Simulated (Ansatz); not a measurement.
**Run report: C₈O, geometry relaxation (part 2 of 2)**

The same run, continued: C₈O (slab, 9 atoms in the cell); DFT PBE+D3(BJ), scalar-relativistic, plane waves, PAW, no spin polarisation (Ansatz 0.2.0); cutoff 420 eV, 12×12×1 k-mesh, Gaussian smearing of 0.1 eV. The structure derives from a Materials Project entry. The input holds or restrains some coordinates. Forces given for the steps count only the free coordinates. It belongs to a series of runs on one base structure; here: O put at a top C site.

Geometry of the input (Å; fractional positions):
```
2.4655  0.0000  0.0000
-1.2328  2.1341  0.0000
0.0000  0.0000  29.1985
C  0.0833  0.1666  0.2911
C  0.4167  0.8334  0.2911
C  0.5833  0.1666  0.4075
C  0.9167  0.8334  0.4075
C  0.0833  0.1666  0.5240
C  0.4167  0.8334  0.5240
C  0.5833  0.1666  0.6404
C  0.9167  0.8334  0.6404
O  0.5833  0.1666  0.6890
```

## Output, continued
```
Internal energy: -2571.095265 eV  (E = F + TS)
E sigma→0 (E₀):  -2571.098414 eV
Entropy (-TS):   -0.006296 eV (-0.700 meV/atom)
Fermi energy:    0.690938 eV
Dipole field:    D = -0.110299 V/Å  (p = -0.093650 e·Å, saw-weighted, corrected)
Work function:   Φ+ = 7.4509 eV   Φ− = 4.2304 eV
Levels:          The Fermi level and band energies are counted from a zero that moves with the ramp; work functions are not
--- Per-component energies (eV) ---
  E_band       = -332.245136
  E_kinetic    = 904.025081
  E_local      = -32995.237802  (includes V_loc(G=0)·N_el)
  E_nonlocal   = 267.529133
  E_hartree    = 16074.567862
  E_xc         = -457.840535
  E_vxc        = -569.747861  (∫ρ·V_xc dr)
  E_paw        = -951.811216  (= ΣΔE_a)
  E_vpaw       = -88.950107  (= ΣTr[D̂ρ^β])
  E_aug_tail   = 0.002337  (compensation charges beyond the density's cutoff)
  E_efield     = 0.005165  (sawtooth field / dipole correction)
  E_vefield    = 0.997831  (∫n·V_field dr)
  E_ewald      = 14588.874248
  E_disp       = -1.209537  (pairwise vdW)
  E_smearing   = -0.006296  (= −TS)
  E_closure    = 0.000000  (closes the sum)
  Σ components = -2571.101562   (vs F -2571.101562, Δ=0.00e0)
--- Forces (eV/Å), atoms counted from 1 ---
  atom   1  C      0.00000000     0.02581573     0.00282998
  atom   2  C      0.00000000    -0.02652400     0.00204038
  atom   3  C      0.00000000     0.04380870    -0.00540858
  atom   4  C      0.00000000    -0.04108692    -0.00243269
  atom   5  C      0.00000000     0.00089165     0.00038051
  atom   6  C      0.00000000    -0.00015938     0.00094343
  atom   7  C      0.00000000     0.01585280     0.01756707
  atom   8  C      0.00000000    -0.00017940    -0.02284528
  atom   9  O      0.00000000    -0.01841920     0.00692570
  max |Σ_I F_I| component: 5.39e-7 eV/Å
--- Band table (eV; the first three rows and the last of 43) ---
  k-point 0: bands = ["-22.9018", "-19.4356", "-18.9903", "-18.8345", "-16.7382", "-8.1254", "-7.4798", "-7.0021", "-6.4028", "-3.9021", "-3.3543", "-2.9254", "-2.9146", "-2.4697", "-2.4598", "-2.3861", "-2.3782", "-0.5671", "0.7698", "1.1658", "4.2118", "5.4525", "5.9461", "7.2750", "7.8150", "7.8720", "7.9156", "8.4506"]
  k-point 1: bands = ["-22.7641", "-19.2712", "-18.8257", "-18.6710", "-16.6216", "-7.9453", "-7.3076", "-6.8382", "-6.2164", "-4.1904", "-4.1462", "-3.5672", "-3.2651", "-3.1125", "-3.0299", "-2.8096", "-2.7257", "-0.5319", "0.6372", "1.0616", "4.4328", "5.6616", "6.1562", "7.4354", "7.9281", "8.0546", "8.5111", "8.5452"]
  k-point 2: bands = ["-22.3626", "-18.7797", "-18.3337", "-18.1822", "-16.2829", "-7.4367", "-6.8274", "-6.3721", "-5.8761", "-5.6303", "-5.2082", "-4.8867", "-4.7548", "-4.6683", "-4.0607", "-3.6056", "-3.5210", "-0.9959", "0.5814", "0.8142", "5.0945", "6.2740", "6.7772", "7.6573", "8.2854", "8.4783", "8.6900", "8.8956"]
  k-point 42: bands = ["-19.9558", "-15.1523", "-14.6960", "-14.5685", "-14.4759", "-10.7703", "-10.4241", "-9.9769", "-9.8679", "-9.2705", "-8.8489", "-8.4001", "-8.3031", "-5.0844", "-3.6826", "-2.8301", "-2.3120", "-1.7458", "-1.1155", "1.0862", "2.8380", "3.1967", "3.7146", "9.2517", "10.0133", "10.4190", "11.0089", "11.6408"]
--- Relaxed structure (18 steps of the walk, 17 accepted, 0 SCFs on fresh bases) ---
  F+E_penalty+E_count = -2571.10156175 eV   max|allowed force component| = 2.285e-2 eV/Å
  atoms:
    - { symbol: C, position: [0.08331017935000001, 0.16662035869999997, 0.29111067469999996] }
    - { symbol: C, position: [0.41668982064999993, 0.8333796412999999, 0.29111067469999996] }
    - { symbol: C, position: [0.58331017935, 0.16662035869999997, 0.40753895739999996] }
    - { symbol: C, position: [0.9166898206499999, 0.8333796412999999, 0.40753895739999996] }
    - { symbol: C, position: [-0.06429161058695818, -0.1285832211739164, 0.5228464191260801] }
    - { symbol: C, position: [0.2691061824264033, 0.5382123648528065, 0.5227595623612303] }
    - { symbol: C, position: [0.6703389962652868, 0.34067799253057374, 0.6370419196346533] }
    - { symbol: C, position: [1.0052363739005705, 1.010472747801141, 0.6271351594173901] }
    - { symbol: O, position: [0.605812108862644, 0.21162421772528794, 0.6834794476707864] }
```

## Trajectory as extended XYZ (Å, eV, eV/Å), 18 frames, from step=1 to step=18
```
9
Lattice="2.4655 0.0000 0.0000 -1.2328 2.1341 0.0000 0.0000 0.0000 29.1985" Properties=species:S:1:pos:R:3:forces:R:3 step=1 energy=-2570.52649
C     0.0000    0.3556    8.5000    0.0000   0.0077   0.0022
C     0.0000    1.7786    8.5000    0.0000  -0.0077   0.0022
C     1.2328    0.3556   11.8995    0.0000   0.0560  -0.0019
C     1.2328    1.7786   11.8995    0.0000  -0.0560  -0.0021
C     0.0000    0.3556   15.2990    0.0000   0.0153   0.0242
C     0.0000    1.7786   15.2990    0.0000  -0.0210   0.0182
C     1.2328    0.3556   18.6985    0.0000  -0.0046   0.8633
C     1.2328    1.7786   18.6985    0.0000   0.0030  -3.2272
O     1.2328    0.3556   20.1185    0.0000   0.0073   2.3210
9
Lattice="2.4655 0.0000 0.0000 -1.2328 2.1341 0.0000 0.0000 0.0000 29.1985" Properties=species:S:1:pos:R:3:forces:R:3 step=2 energy=-2570.72936
C     0.0000    0.3556    8.5000    0.0000   0.0373   0.0034
C     0.0000    1.7786    8.5000    0.0000  -0.0373   0.0033
C     1.2328    0.3556   11.8995    0.0000   0.0586   0.0205
C     1.2328    1.7786   11.8995    0.0000  -0.0582   0.0199
C     0.0000    0.3294   15.4922    0.0000  -0.0225  -0.0528
C     0.0000    1.7522   15.4920    0.0000   0.0042  -0.0876
C     1.2328    0.3730   18.5836    0.0000  -0.0009   1.4266
C     1.2328    1.7960   18.5171    0.0000   0.0029  -2.2424
O     1.2328    0.3734   20.0235    0.0000   0.0160   0.9117
9
Lattice="2.4655 0.0000 0.0000 -1.2328 2.1341 0.0000 0.0000 0.0000 29.1985" Properties=species:S:1:pos:R:3:forces:R:3 step=3 energy=-2570.97193
C     0.0000    0.3556    8.5000    0.0000   0.0055   0.0021
C     0.0000    1.7786    8.5000    0.0000  -0.0055   0.0020
C     1.2328    0.3556   11.8995    0.0000   0.0452   0.0029
C     1.2328    1.7786   11.8995    0.0000  -0.0430   0.0030
C     0.0000    0.2252   15.3288    0.0000  -0.0061  -0.0044
C     0.0000    1.6479   15.3264    0.0000  -0.0104  -0.0110
C     1.2328    0.4412   18.6257    0.0000   0.0031   1.4963
C     1.2328    1.8642   18.4068    0.0000   0.0141  -0.7807
O     1.2328    0.4432   20.0920    0.0000  -0.0029  -0.7109
9
Lattice="2.4655 0.0000 0.0000 -1.2328 2.1341 0.0000 0.0000 0.0000 29.1985" Properties=species:S:1:pos:R:3:forces:R:3 step=4 energy=-2571.04469
C     0.0000    0.3556    8.5000    0.0000   0.0160   0.0026
C     0.0000    1.7786    8.5000    0.0000  -0.0161   0.0025
C     1.2328    0.3556   11.8995    0.0000   0.0452   0.0111
C     1.2328    1.7786   11.8995    0.0000  -0.0428   0.0102
C     0.0000    0.1494   15.3918    0.0000  -0.0227  -0.0695
C     0.0000    1.5722   15.3825    0.0000   0.0006  -0.0229
C     1.2328    0.4880   18.5750    0.0000   0.0084   0.5571
C     1.2328    1.9114   18.2503    0.0000   0.0240  -0.0138
O     1.2328    0.4891   19.9876    0.0000  -0.0126  -0.4762
9
Lattice="2.4655 0.0000 0.0000 -1.2328 2.1341 0.0000 0.0000 0.0000 29.1985" Properties=species:S:1:pos:R:3:forces:R:3 step=5 energy=-2571.06207
C     0.0000    0.3556    8.5000    0.0000   0.0005   0.0021
C     0.0000    1.7786    8.5000    0.0000  -0.0006   0.0020
C     1.2328    0.3556   11.8995    0.0000   0.0382  -0.0074
C     1.2328    1.7786   11.8995    0.0000  -0.0341  -0.0045
C     0.0000    0.0643   15.2774    0.0000   0.0165  -0.0770
C     0.0000    1.4874   15.2675    0.0000  -0.0308   0.0702
C     1.2328    0.5387   18.6208    0.0000   0.0485   0.0006
C     1.2328    1.9628   18.2651    0.0000  -0.0224   0.0014
O     1.2328    0.5360   20.0033    0.0000  -0.0156   0.0115
9
Lattice="2.4655 0.0000 0.0000 -1.2328 2.1341 0.0000 0.0000 0.0000 29.1985" Properties=species:S:1:pos:R:3:forces:R:3 step=6 energy=-2571.06341
C     0.0000    0.3556    8.5000    0.0000  -0.0009   0.0024
C     0.0000    1.7786    8.5000    0.0000   0.0007   0.0023
C     1.2328    0.3556   11.8995    0.0000   0.0349  -0.0091
C     1.2328    1.7786   11.8995    0.0000  -0.0303  -0.0040
C     0.0000    0.0067   15.2681    0.0000  -0.0041   0.0207
C     0.0000    1.4294   15.2643    0.0000  -0.0054  -0.0181
C     1.2328    0.5679   18.6442    0.0000   0.0331  -0.0240
C     1.2328    1.9915   18.2851    0.0000  -0.0052   0.0127
O     1.2328    0.5623   20.0255    0.0000  -0.0228   0.0170
9
Lattice="2.4655 0.0000 0.0000 -1.2328 2.1341 0.0000 0.0000 0.0000 29.1985" Properties=species:S:1:pos:R:3:forces:R:3 step=7 energy=-2571.06430
C     0.0000    0.3556    8.5000    0.0000   0.0004   0.0024
C     0.0000    1.7786    8.5000    0.0000  -0.0005   0.0023
C     1.2328    0.3556   11.8995    0.0000   0.0309  -0.0076
C     1.2328    1.7786   11.8995    0.0000  -0.0264  -0.0009
C     0.0000   -0.0672   15.2782    0.0000  -0.0167   0.0298
C     0.0000    1.3553   15.2752    0.0000   0.0116  -0.0265
C     1.2328    0.5992   18.6739    0.0000   0.0273  -0.0211
C     1.2328    2.0224   18.3139    0.0000   0.0123   0.0172
O     1.2328    0.5874   20.0553    0.0000  -0.0388   0.0043
9
Lattice="2.4655 0.0000 0.0000 -1.2328 2.1341 0.0000 0.0000 0.0000 29.1985" Properties=species:S:1:pos:R:3:forces:R:3 step=8 energy=-2571.06570
C     0.0000    0.3556    8.5000    0.0000   0.0044   0.0024
C     0.0000    1.7786    8.5000    0.0000  -0.0044   0.0024
C     1.2328    0.3556   11.8995    0.0000   0.0230  -0.0046
C     1.2328    1.7786   11.8995    0.0000  -0.0197   0.0043
C     0.0000   -0.1925   15.2983    0.0000  -0.0113   0.0139
C     0.0000    1.2301   15.2949    0.0000   0.0103  -0.0109
C     1.2328    0.6448   18.7160    0.0000   0.0632  -0.0103
C     1.2328    2.0683   18.3564    0.0000   0.0193   0.0208
O     1.2328    0.6146   20.0975    0.0000  -0.0849  -0.0179
9
Lattice="2.4655 0.0000 0.0000 -1.2328 2.1341 0.0000 0.0000 0.0000 29.1985" Properties=species:S:1:pos:R:3:forces:R:3 step=9 energy=-2571.07122
C     0.0000    0.3556    8.5000    0.0000   0.0143   0.0023
C     0.0000    1.7786    8.5000    0.0000  -0.0140   0.0027
C     1.2328    0.3556   11.8995    0.0000   0.0100  -0.0002
C     1.2328    1.7786   11.8995    0.0000  -0.0107   0.0102
C     0.0000   -0.3853   15.3283    0.0000  -0.0029  -0.0075
C     0.0000    1.0377   15.3254    0.0000   0.0080   0.0081
C     1.2328    0.7183   18.7643    0.0000   0.1293   0.0076
C     1.2328    2.1427   18.4076    0.0000   0.0282   0.0649
O     1.2328    0.6389   20.1441    0.0000  -0.1621  -0.0880
9
Lattice="2.4655 0.0000 0.0000 -1.2328 2.1341 0.0000 0.0000 0.0000 29.1985" Properties=species:S:1:pos:R:3:forces:R:3 step=10 energy=-2571.07995
C     0.0000    0.3556    8.5000    0.0000   0.0248   0.0019
C     0.0000    1.7786    8.5000    0.0000  -0.0245   0.0023
C     1.2328    0.3556   11.8995    0.0000  -0.0004   0.0045
C     1.2328    1.7786   11.8995    0.0000  -0.0057   0.0138
C     0.0000   -0.5774   15.3597    0.0000   0.0021  -0.0091
C     0.0000    0.8457   15.3595    0.0000   0.0098   0.0039
C     1.2328    0.7988   18.8082    0.0000   0.1100   0.0061
C     1.2328    2.2243   18.4583    0.0000   0.0272   0.1311
O     1.2328    0.6573   20.1822    0.0000  -0.1434  -0.1558
9
Lattice="2.4655 0.0000 0.0000 -1.2328 2.1341 0.0000 0.0000 0.0000 29.1985" Properties=species:S:1:pos:R:3:forces:R:3 step=11 energy=-2571.08938
C     0.0000    0.3556    8.5000    0.0000   0.0316   0.0030
C     0.0000    1.7786    8.5000    0.0000  -0.0316   0.0030
C     1.2328    0.3556   11.8995    0.0000   0.0032   0.0084
C     1.2328    1.7786   11.8995    0.0000  -0.0134   0.0135
C     0.0000   -0.7633   15.4036    0.0000  -0.0015   0.0612
C     0.0000    0.6597   15.4102    0.0000   0.0192  -0.0763
C     1.2328    0.8933   18.8324    0.0000  -0.0247  -0.1288
C     1.2328    2.3206   18.5077    0.0000   0.0228   0.1509
O     1.2328    0.6494   20.1873    0.0000  -0.0054  -0.0334
9
Lattice="2.4655 0.0000 0.0000 -1.2328 2.1341 0.0000 0.0000 0.0000 29.1985" Properties=species:S:1:pos:R:3:forces:R:3 step=12 energy=-2571.09465
C     0.0000    0.3556    8.5000    0.0000   0.0317   0.0031
C     0.0000    1.7786    8.5000    0.0000  -0.0317   0.0029
C     1.2328    0.3556   11.8995    0.0000   0.0052  -0.0035
C     1.2328    1.7786   11.8995    0.0000  -0.0134   0.0046
C     0.0000   -0.6003   15.3041    0.0000   0.0057  -0.0208
C     0.0000    0.8229   15.3030    0.0000   0.0095   0.0420
C     1.2328    0.8524   18.7613    0.0000  -0.0408   0.1735
C     1.2328    2.2814   18.4639    0.0000  -0.0182   0.0784
O     1.2328    0.5826   20.1265    0.0000   0.0521  -0.2799
9
Lattice="2.4655 0.0000 0.0000 -1.2328 2.1341 0.0000 0.0000 0.0000 29.1985" Properties=species:S:1:pos:R:3:forces:R:3 step=13 energy=-2571.08859 accepted=F
C     0.0000    0.3556    8.5000    0.0000   0.0284   0.0029
C     0.0000    1.7786    8.5000    0.0000  -0.0290   0.0022
C     1.2328    0.3556   11.8995    0.0000   0.0326  -0.0010
C     1.2328    1.7786   11.8995    0.0000  -0.0338   0.0026
C     0.0000   -0.4097   15.2975    0.0000   0.0282  -0.0758
C     0.0000    1.0138   15.2917    0.0000  -0.0196   0.0785
C     1.2328    0.7912   18.6525    0.0000   0.1808  -0.3937
C     1.2328    2.2204   18.3782    0.0000   0.0947  -0.3922
O     1.2328    0.5322   19.9921    0.0000  -0.2822   0.7762
9
Lattice="2.4655 0.0000 0.0000 -1.2328 2.1341 0.0000 0.0000 0.0000 29.1985" Properties=species:S:1:pos:R:3:forces:R:3 step=14 energy=-2571.09858
C     0.0000    0.3556    8.5000    0.0000   0.0311   0.0028
C     0.0000    1.7786    8.5000    0.0000  -0.0315   0.0023
C     1.2328    0.3556   11.8995    0.0000   0.0258   0.0040
C     1.2328    1.7786   11.8995    0.0000  -0.0302   0.0081
C     0.0000   -0.5147   15.3368    0.0000   0.0040   0.0036
C     0.0000    0.9084   15.3372    0.0000   0.0089  -0.0167
C     1.2328    0.8282   18.6944    0.0000   0.0340   0.0783
C     1.2328    2.2586   18.4064    0.0000  -0.0530  -0.0047
O     1.2328    0.5496   20.0527    0.0000   0.0109  -0.0777
9
Lattice="2.4655 0.0000 0.0000 -1.2328 2.1341 0.0000 0.0000 0.0000 29.1985" Properties=species:S:1:pos:R:3:forces:R:3 step=15 energy=-2571.10009
C     0.0000    0.3556    8.5000    0.0000   0.0281   0.0028
C     0.0000    1.7786    8.5000    0.0000  -0.0286   0.0022
C     1.2328    0.3556   11.8995    0.0000   0.0289  -0.0019
C     1.2328    1.7786   11.8995    0.0000  -0.0309   0.0030
C     0.0000   -0.4295   15.2933    0.0000  -0.0002   0.0224
C     0.0000    0.9936   15.2936    0.0000   0.0088  -0.0182
C     1.2328    0.7952   18.6645    0.0000  -0.0898  -0.0229
C     1.2328    2.2224   18.3765    0.0000   0.1084  -0.0529
O     1.2328    0.5170   20.0183    0.0000  -0.0248   0.0655
9
Lattice="2.4655 0.0000 0.0000 -1.2328 2.1341 0.0000 0.0000 0.0000 29.1985" Properties=species:S:1:pos:R:3:forces:R:3 step=16 energy=-2571.10133
C     0.0000    0.3556    8.5000    0.0000   0.0276   0.0028
C     0.0000    1.7786    8.5000    0.0000  -0.0284   0.0020
C     1.2328    0.3556   11.8995    0.0000   0.0448  -0.0037
C     1.2328    1.7786   11.8995    0.0000  -0.0424  -0.0014
C     0.0000   -0.2834   15.2749    0.0000   0.0109  -0.0220
C     0.0000    1.1398   15.2711    0.0000  -0.0096   0.0158
C     1.2328    0.7363   18.5928    0.0000   0.0142   0.0683
C     1.2328    2.1657   18.3068    0.0000   0.0067  -0.0400
O     1.2328    0.4618   19.9508    0.0000  -0.0238  -0.0219
9
Lattice="2.4655 0.0000 0.0000 -1.2328 2.1341 0.0000 0.0000 0.0000 29.1985" Properties=species:S:1:pos:R:3:forces:R:3 step=17 energy=-2571.10156
C     0.0000    0.3556    8.5000    0.0000   0.0258   0.0028
C     0.0000    1.7786    8.5000    0.0000  -0.0265   0.0020
C     1.2328    0.3556   11.8995    0.0000   0.0438  -0.0054
C     1.2328    1.7786   11.8995    0.0000  -0.0411  -0.0024
C     0.0000   -0.2744   15.2663    0.0000   0.0009   0.0004
C     0.0000    1.1486   15.2638    0.0000  -0.0002   0.0009
C     1.2328    0.7271   18.6007    0.0000   0.0159   0.0176
C     1.2328    2.1565   18.3114    0.0000  -0.0002  -0.0228
O     1.2328    0.4516   19.9566    0.0000  -0.0184   0.0069
9
Lattice="2.4655 0.0000 0.0000 -1.2328 2.1341 0.0000 0.0000 0.0000 29.1985" Properties=species:S:1:pos:R:3:forces:R:3 step=18 energy=-2571.10156
C     0.0000    0.3556    8.5000    0.0000   0.0258   0.0028
C     0.0000    1.7786    8.5000    0.0000  -0.0265   0.0020
C     1.2328    0.3556   11.8995    0.0000   0.0438  -0.0054
C     1.2328    1.7786   11.8995    0.0000  -0.0411  -0.0024
C     0.0000   -0.2744   15.2663    0.0000   0.0009   0.0004
C     0.0000    1.1486   15.2638    0.0000  -0.0002   0.0009
C     1.2328    0.7271   18.6007    0.0000   0.0159   0.0176
C     1.2328    2.1565   18.3114    0.0000  -0.0002  -0.0228
O     1.2328    0.4516   19.9566    0.0000  -0.0184   0.0069
```

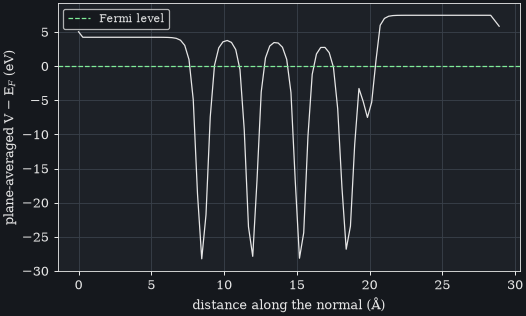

**Figure 1.** Plane average of the electrostatic potential energy of an electron across the cell, from the Fermi level. The vacuum level lies 7.45 eV above the Fermi level on the upper side and 4.23 eV on the lower.

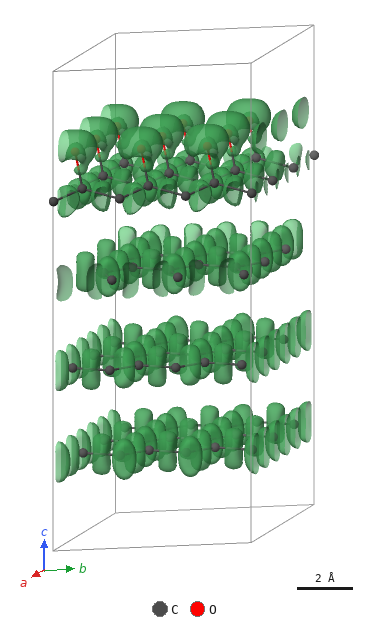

**Figure 2.** Isosurface of the ELF at 0.75 (green), seen slightly off an axis. Core shells and regions of very low density are left out. Sticks mark near contacts. Along the contacts the grid gives the following. The fields are those of the smooth PAW valence density.

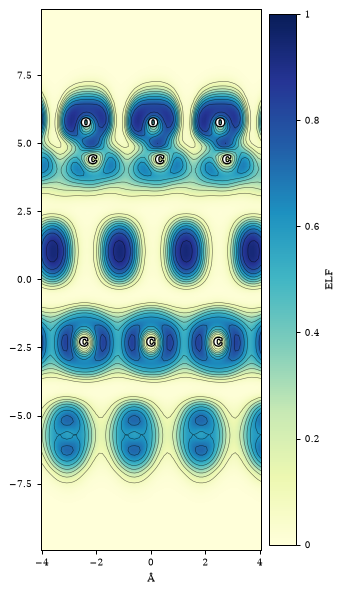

**Figure 3.** Electron localisation function on the (11̄0) plane of the calculation cell, a cut from vacuum to vacuum. Atoms in the plane: C and O.

## Results in brief

| quantity | value |
| --- | --- |
| outcome | converged under the restraints of the input |
| electrons treated | 38 |
| free energy | −2571.1016 eV |
| work function, top face | 7.45 eV |
| work function, bottom face | 4.23 eV |
| Fermi energy | 0.691 eV |
| gap on the k-point mesh | none (metallic) |
| final volume | 153.64 Å³ |
| work function (upper face) | 7.45 eV |
| largest force (length of the vector) at the end, held atoms and coordinates included | 0.044 eV/Å |
| wall time | 3.9 min (CPU time 7.7 min) |
| peak memory | 0.54 GiB |

Warnings of the run: the exchange-correlation potential is rough where the density is thin.
